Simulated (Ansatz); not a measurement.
**Field-gradient calculation of TiO$_{2}$ (part 2 of 2)**

Continued. System: TiO$_{2}$ (I4/m, 12 atoms in the cell). Method: DFT, r2SCAN, plane-wave PAW, default files, scalar-relativistic, no spin polarisation (Ansatz 0.2.0); cutoff 500 eV, 8×8×8 k-mesh, Fermi–Dirac smearing of 0.02 eV. The structure derives from a Materials Project entry. It belongs to a series of runs on one base structure; here: functional r2SCAN.

Geometry of the input (Å; fractional positions):
```
-5.0974  5.0974  1.4837
5.0974  -5.0974  1.4837
5.0974  5.0974  -1.4837
Ti 0.6445  0.1726  0.8170
Ti 0.1726  0.3555  0.5281
Ti 0.8274  0.6445  0.4719
Ti 0.3555  0.8274  0.1830
O  0.8363  0.4590  0.2952
O  0.4590  0.1637  0.6227
O  0.5410  0.8363  0.3773
O  0.1637  0.5410  0.7048
O  0.1566  0.7910  0.9476
O  0.7910  0.8434  0.6344
O  0.8434  0.2090  0.0524
O  0.2090  0.1566  0.3656
```

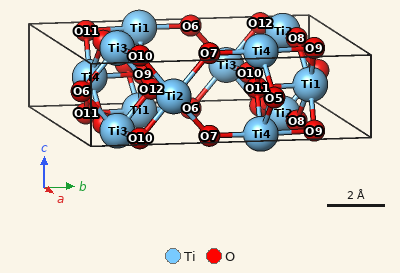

Figure 1. The structure as given in the input (ball-and-stick view of the cell 2 times as large as that of the calculation, set on its symmetry axes, seen slightly off an axis; atoms are numbered from 1 in the order of the input).

**Log, continued**
```
--- Forces (eV/Å), atoms counted from 1 ---
  atom   1  Ti     0.10542064    -0.03946491    -0.00000000
  atom   2  Ti     0.03946491     0.10542064    -0.00000000
  atom   3  Ti    -0.03946491    -0.10542064     0.00000000
  atom   4  Ti    -0.10542064     0.03946491     0.00000000
  atom   5  O      0.03562868     0.01679428     0.00000000
  atom   6  O     -0.01679428     0.03562868     0.00000000
  atom   7  O      0.01679428    -0.03562868     0.00000000
  atom   8  O     -0.03562868    -0.01679428     0.00000000
  atom   9  O     -0.14633050     0.03154592     0.00000000
  atom  10  O     -0.03154592    -0.14633050     0.00000000
  atom  11  O      0.14633050    -0.03154592     0.00000000
  atom  12  O      0.03154592     0.14633050    -0.00000000
  max |Σ_I F_I| component: 4.16e-17 eV/Å
--- Stress (GPa, compression-positive) ---
       -0.874856      -0.000002       0.000000
        0.000002      -0.874856       0.000000
        0.000000       0.000000      -1.484663
  P = ⅓ Tr σ = -1.0781 GPa (-10.781 kbar)
--- PAW observables at the nuclei: V_zz in 10²¹ V/m², potentials from the cell's mean, atoms counted from 1 ---
  atom   1  Ti V_zz =    -2.227338   η = 0.9780   by run symmetry: allowed   C_q = -13.3026 MHz
            electrostatic potential = -2522.803701 V   contact ρ = 56729.562362 e/Å³
  atom   2  Ti V_zz =    -2.227338   η = 0.9780   by run symmetry: allowed   C_q = -13.3026 MHz
            electrostatic potential = -2522.803701 V   contact ρ = 56729.562362 e/Å³
  atom   3  Ti V_zz =    -2.227338   η = 0.9780   by run symmetry: allowed   C_q = -13.3026 MHz
            electrostatic potential = -2522.803701 V   contact ρ = 56729.562362 e/Å³
  atom   4  Ti V_zz =    -2.227338   η = 0.9780   by run symmetry: allowed   C_q = -13.3026 MHz
            electrostatic potential = -2522.803701 V   contact ρ = 56729.562362 e/Å³
  atom   5  O  V_zz =    -2.081141   η = 0.0543   by run symmetry: allowed   C_q = +1.2872 MHz
            electrostatic potential = -621.450028 V   contact ρ = 2152.241046 e/Å³
  atom   6  O  V_zz =    -2.081141   η = 0.0543   by run symmetry: allowed   C_q = +1.2872 MHz
            electrostatic potential = -621.450028 V   contact ρ = 2152.241046 e/Å³
  atom   7  O  V_zz =    -2.081141   η = 0.0543   by run symmetry: allowed   C_q = +1.2872 MHz
            electrostatic potential = -621.450028 V   contact ρ = 2152.241046 e/Å³
  atom   8  O  V_zz =    -2.081141   η = 0.0543   by run symmetry: allowed   C_q = +1.2872 MHz
            electrostatic potential = -621.450028 V   contact ρ = 2152.241046 e/Å³
  atom   9  O  V_zz =    +0.796806   η = 0.3245   by run symmetry: allowed   C_q = -0.4928 MHz
            electrostatic potential = -621.507757 V   contact ρ = 2153.230073 e/Å³
  atom  10  O  V_zz =    +0.796806   η = 0.3245   by run symmetry: allowed   C_q = -0.4928 MHz
            electrostatic potential = -621.507757 V   contact ρ = 2153.230073 e/Å³
  atom  11  O  V_zz =    +0.796806   η = 0.3245   by run symmetry: allowed   C_q = -0.4928 MHz
            electrostatic potential = -621.507757 V   contact ρ = 2153.230073 e/Å³
  atom  12  O  V_zz =    +0.796806   η = 0.3245   by run symmetry: allowed   C_q = -0.4928 MHz
            electrostatic potential = -621.507757 V   contact ρ = 2153.230073 e/Å³
--- Band table (eV; the first three rows and the last of 78) ---
  k-point 0: bands = ["-53.5157", "-53.5066", "-53.4829", "-53.4829", "-28.9055", "-28.8158", "-28.7190", "-28.7190", "-28.6938", "-28.5916", "-28.5827", "-28.5827", "-28.5339", "-28.5339", "-28.4991", "-28.4802", "-13.5457", "-12.8859", "-12.6787", "-12.6787", "-12.0715", "-11.9100", "-11.9100", "-11.8750", "0.4505", "0.4505", "0.5740", "1.0107", "1.2135", "1.3709", "1.5357", "1.5357", "1.8462", "1.8998", "2.2932", "2.4922", "2.4922", "3.2681", "3.6168", "3.6168", "3.9539", "3.9784", "3.9784", "4.0930", "4.5557", "4.7666", "4.7666", "4.8178", "8.4003", "8.5336", "8.5467", "8.5467", "8.7248", "8.7248", "8.9317", "9.0567", "9.1706", "9.3597", "9.3597", "10.2441"]
  k-point 1: bands = ["-53.5154", "-53.5071", "-53.4829", "-53.4828", "-28.9030", "-28.8216", "-28.7207", "-28.7142", "-28.6910", "-28.5975", "-28.5829", "-28.5791", "-28.5342", "-28.5338", "-28.4982", "-28.4808", "-13.5293", "-12.9392", "-12.6742", "-12.6480", "-12.0743", "-11.9348", "-11.9030", "-11.8520", "0.4188", "0.4328", "0.5956", "0.9921", "1.2536", "1.3797", "1.5324", "1.5347", "1.8503", "1.9008", "2.2081", "2.5243", "2.6266", "3.2309", "3.6107", "3.6138", "3.7860", "3.9893", "4.1158", "4.1162", "4.5408", "4.6357", "4.7478", "4.9374", "8.3927", "8.4491", "8.5530", "8.6198", "8.6979", "8.7060", "8.9635", "9.0756", "9.0946", "9.3670", "9.4552", "10.2307"]
  k-point 2: bands = ["-53.5146", "-53.5082", "-53.4829", "-53.4826", "-28.8958", "-28.8356", "-28.7240", "-28.7041", "-28.6839", "-28.6081", "-28.5834", "-28.5751", "-28.5349", "-28.5339", "-28.4958", "-28.4826", "-13.4817", "-13.0469", "-12.6624", "-12.6049", "-12.0764", "-11.9705", "-11.8880", "-11.8227", "0.3650", "0.3954", "0.6287", "0.9348", "1.3504", "1.4221", "1.5248", "1.5324", "1.8610", "1.9023", "2.0933", "2.6082", "2.8494", "3.1494", "3.5984", "3.6058", "3.6398", "3.9625", "4.1730", "4.1763", "4.4979", "4.5248", "4.7479", "5.0232", "8.3566", "8.3818", "8.5672", "8.6507", "8.6672", "8.6736", "9.0045", "9.0228", "9.1146", "9.3866", "9.6026", "10.1904"]
  k-point 77: bands = ["-53.5112", "-53.5112", "-53.4875", "-53.4784", "-28.8672", "-28.8672", "-28.7485", "-28.6818", "-28.6350", "-28.6350", "-28.6180", "-28.5573", "-28.5432", "-28.5245", "-28.4896", "-28.4896", "-13.2300", "-13.2300", "-12.8814", "-12.5748", "-11.9988", "-11.9173", "-11.9173", "-11.7996", "0.1718", "0.6426", "0.7418", "0.7418", "1.4231", "1.4231", "1.4333", "1.5888", "1.6160", "1.8877", "1.8877", "3.1737", "3.2653", "3.2901", "3.2901", "3.5476", "3.6492", "4.0420", "4.0420", "4.3399", "4.3399", "4.4520", "4.6913", "4.8532", "8.3023", "8.4495", "8.4495", "8.4656", "8.4869", "8.8011", "8.9810", "8.9810", "9.2419", "9.8174", "9.8174", "9.9715"]
--- Löwdin populations: 12 sites ---
  site symbol       q [e]
     0     Ti     10.5582
     1     Ti     10.5582
     2     Ti     10.5582
     3     Ti     10.5582
     4      O      6.7078
     5      O      6.7078
     6      O      6.7078
     7      O      6.7078
     8      O      6.6459
     9      O      6.6459
    10      O      6.6459
    11      O      6.6459
  spilling = 0.003669 (of n_electrons = 96.000000)
```

**File populations.tsv**
```
# site	symbol	l	j	q
# orbitals = lowdin
# n_electrons = 96.000000
# spilling = 0.003669
0	Ti	0_3S	-	1.926174
0	Ti	0_4S	-	0.427540
0	Ti	1_3P	-	5.987413
0	Ti	2_3D	-	2.217072
1	Ti	0_3S	-	1.926174
1	Ti	0_4S	-	0.427540
1	Ti	1_3P	-	5.987413
1	Ti	2_3D	-	2.217072
2	Ti	0_3S	-	1.926174
2	Ti	0_4S	-	0.427540
2	Ti	1_3P	-	5.987413
2	Ti	2_3D	-	2.217072
3	Ti	0_3S	-	1.926174
3	Ti	0_4S	-	0.427540
3	Ti	1_3P	-	5.987413
3	Ti	2_3D	-	2.217072
4	O	0_2S	-	1.763256
4	O	1_2P	-	4.944566
5	O	0_2S	-	1.763256
5	O	1_2P	-	4.944566
6	O	0_2S	-	1.763256
6	O	1_2P	-	4.944566
7	O	0_2S	-	1.763256
7	O	1_2P	-	4.944566
8	O	0_2S	-	1.780113
8	O	1_2P	-	4.865801
9	O	0_2S	-	1.780113
9	O	1_2P	-	4.865801
10	O	0_2S	-	1.780113
10	O	1_2P	-	4.865801
11	O	0_2S	-	1.780113
11	O	1_2P	-	4.865801
```

**File v_z.tsv**
```
# z_ang	v_es[eV]	v_tot[eV]
# format = ansatz-planar-average/11
# xc	r2scan
# density_cutoff_ev	2000
# datasets	Ti=:simpson_from_first_knot:soft:shift=0	O=:simpson_from_first_knot:soft:shift=0
# lattice	-5.097444405	5.097444405	1.483722770
# lattice	5.097444405	-5.097444405	1.483722770
# lattice	5.097444405	5.097444405	-1.483722770
# sites	12
# site	22	1.759504358	6.570125863	-0.000000000
# site	22	3.624762947	1.759504358	0.000000000
# site	22	1.472681458	3.337940047	1.483722770
# site	22	3.337940047	-1.472681458	1.483722770
# site	8	-0.418146117	3.428158493	1.483722770
# site	8	1.669285912	4.679298288	0.000000000
# site	8	3.428158493	0.418146117	1.483722770
# site	8	5.515590522	1.669285912	0.000000000
# site	8	8.063792174	1.596589830	0.000000000
# site	8	3.500854575	2.966347769	1.483722770
# site	8	-2.966347769	3.500854575	1.483722770
# site	8	1.596589830	2.131096636	0.000000000
0.000000	8.095064e0	-1.924821e-1
0.136296	8.102200e0	-4.919256e-2
0.272592	8.096493e0	1.619146e-1
0.408888	7.791742e0	7.977573e-2
0.545184	7.295571e0	-2.900967e-1
0.681480	6.879953e0	-7.421647e-1
0.817776	6.588425e0	-1.114970e0
0.954072	6.480714e0	-1.232955e0
1.090367	6.420421e0	-1.233907e0
1.226663	6.178077e0	-1.553749e0
1.362959	6.010089e0	-1.994474e0
1.499255	5.837732e0	-2.617574e0
1.635551	5.480248e0	-3.582877e0
1.771847	5.190474e0	-4.545849e0
1.908143	5.058663e0	-5.272592e0
2.044439	4.786854e0	-6.082187e0
2.180735	4.012109e0	-7.461959e0
2.317031	3.062161e0	-9.088231e0
2.453327	2.131219e0	-1.051343e1
2.589623	1.243028e0	-1.154418e1
2.725919	5.957576e-1	-1.220221e1
2.862215	2.271248e-1	-1.255476e1
2.998511	-1.477980e-1	-1.279592e1
3.134806	-4.145663e-1	-1.282908e1
3.271102	-3.994414e-1	-1.246588e1
3.407398	-2.815550e-1	-1.206177e1
3.543694	-4.383463e-1	-1.203650e1
3.679990	-6.076640e-1	-1.209615e1
3.816286	-4.383463e-1	-1.203650e1
3.952582	-2.815550e-1	-1.206177e1
4.088878	-3.994414e-1	-1.246588e1
4.225174	-4.145663e-1	-1.282908e1
4.361470	-1.477980e-1	-1.279592e1
4.497766	2.271248e-1	-1.255476e1
4.634062	5.957576e-1	-1.220221e1
4.770358	1.243028e0	-1.154418e1
4.906654	2.131219e0	-1.051343e1
5.042950	3.062161e0	-9.088231e0
5.179245	4.012109e0	-7.461959e0
5.315541	4.786854e0	-6.082187e0
5.451837	5.058663e0	-5.272592e0
5.588133	5.190474e0	-4.545849e0
5.724429	5.480248e0	-3.582877e0
5.860725	5.837732e0	-2.617574e0
5.997021	6.010089e0	-1.994474e0
6.133317	6.178077e0	-1.553749e0
6.269613	6.420421e0	-1.233907e0
6.405909	6.480714e0	-1.232955e0
6.542205	6.588425e0	-1.114970e0
6.678501	6.879953e0	-7.421647e-1
6.814797	7.295571e0	-2.900967e-1
6.951093	7.791742e0	7.977573e-2
7.087389	8.096493e0	1.619146e-1
7.223685	8.102200e0	-4.919256e-2
```

**Key numbers**

```json
{"quantity": "outcome", "value": "converged"}
{"quantity": "space group (tolerance 0.01 Å)", "value": "I4/m (87)"}
{"quantity": "electrons treated", "value": "96"}
{"quantity": "free energy", "value": "−14584.5323 eV"}
{"quantity": "Fermi energy", "value": "6.550 eV"}
{"quantity": "gap on the k-point mesh", "value": "2.99 eV"}
{"quantity": "pressure", "value": "−1.08 GPa"}
{"quantity": "field gradient V_zz (10²¹ V/m²)", "value": "Ti −2.23, Ti −2.23, Ti −2.23, Ti −2.23, O −2.08, O −2.08, O −2.08, O −2.08 (the first 8 of 12 sites)"}
{"quantity": "largest force (length of the vector)", "value": "0.150 eV/Å"}
{"quantity": "hardware", "value": "1 thread of an x86-64 CPU, shared host"}
{"quantity": "wall time", "value": "55 s"}
{"quantity": "peak memory", "value": "1.2 GiB"}
```

**Remarks**

Warnings of the run: the exchange-correlation potential is rough where the density is thin.
